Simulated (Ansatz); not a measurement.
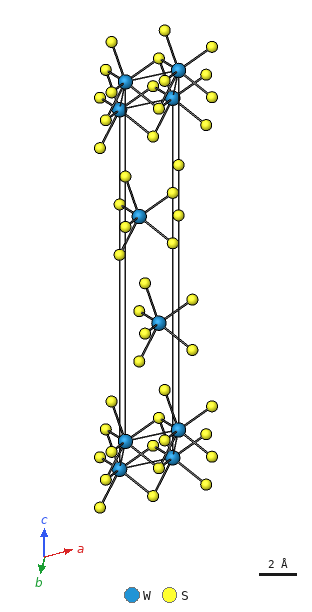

This is solid WS$_{2}$ (set up in R3m). Style: ball-and-stick. Shown: the cell of the calculation, from a free direction.

Level of theory: Ansatz 0.2.0, DFT PBE, scalar-relativistic, plane waves, PAW. Settings: plane-wave cutoff 420 eV; k-point mesh 12 × 12 × 2; occupations gaussian; smearing width 0.02 eV; no spin polarisation.

Now this is done to it. Equal strain along all axes, −3.0 %, is applied. The cell is then held and the atoms relaxed.

Input file:
```yaml
crystal:
  lattice:
    - [3.0921149708, 0.0, 0.0]
    - [-1.5460574854, 2.6778501161, 0.0]
    - [0.0, 0.0, 21.7506374188]
  atoms:
    - { symbol: W, position: [0.6666666667, 0.3333333333, 0.3326559247] }
    - { symbol: W, position: [0.3333333333, 0.6666666667, 0.665989258] }
    - { symbol: W, position: [0.0, 0.0, 0.9993225913] }
    - { symbol: S, position: [0.3333333333, 0.6666666667, 0.2607610638] }
    - { symbol: S, position: [0.6666666667, 0.3333333333, 0.0712163449] }
    - { symbol: S, position: [0.0, 0.0, 0.5940943971] }
    - { symbol: S, position: [0.3333333333, 0.6666666667, 0.4045496782] }
    - { symbol: S, position: [0.6666666667, 0.3333333333, 0.9274277305] }
    - { symbol: S, position: [0.0, 0.0, 0.7378830116] }
basis:
  ecutwfc: 420
kpoints:
  mp_grid: { grid: [12, 12, 2] }
hamiltonian:
  xc: pbe
scf:
  occupations: { method: gaussian, width: 0.02 }
output:
  forces: true
  stress: true
  eigenvalues: true
relax:
  adjacent_minimum: "off"
  f_tol: 0.008
  max_steps: 40
```

Command:
```bash
ansatz run input.yaml --threads 1 --pin off --max-ram 2560MiB --backend cpu --events-out ev --progress --plain --runs-dir out
```

**What does the calculation give for the changed structure?**

The volume changes by −8.7 %, with a = b 3.188 → 3.092 Å (−3.0 %), c 22.423 → 21.751 Å (−3.0 %). The largest moves relative to the cell, 0.082 Å, are those of S4, S5, S6, S7, S8 and S9. S6 goes along −c. W stays in place. Near-neighbour distances before and after: S–W 2.420 → 2.401 Å. The space group stays R3m (No. 160). Energy change: +31.3 meV per atom. The pressure goes from 0.0 to 5.6 GPa. The principal stresses (compression positive) are 0.2 GPa along c and 8.3 GPa across it. The gap on the k-mesh: 1.64 eV before, 1.65 eV after.

The changed structure in the same view:

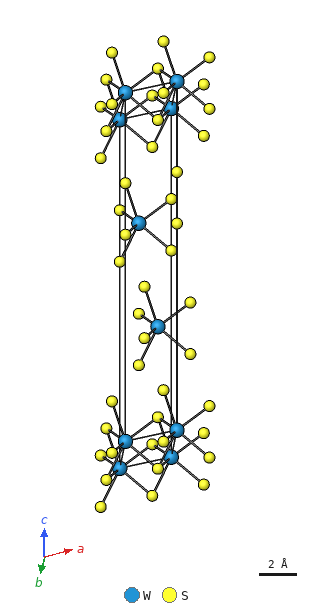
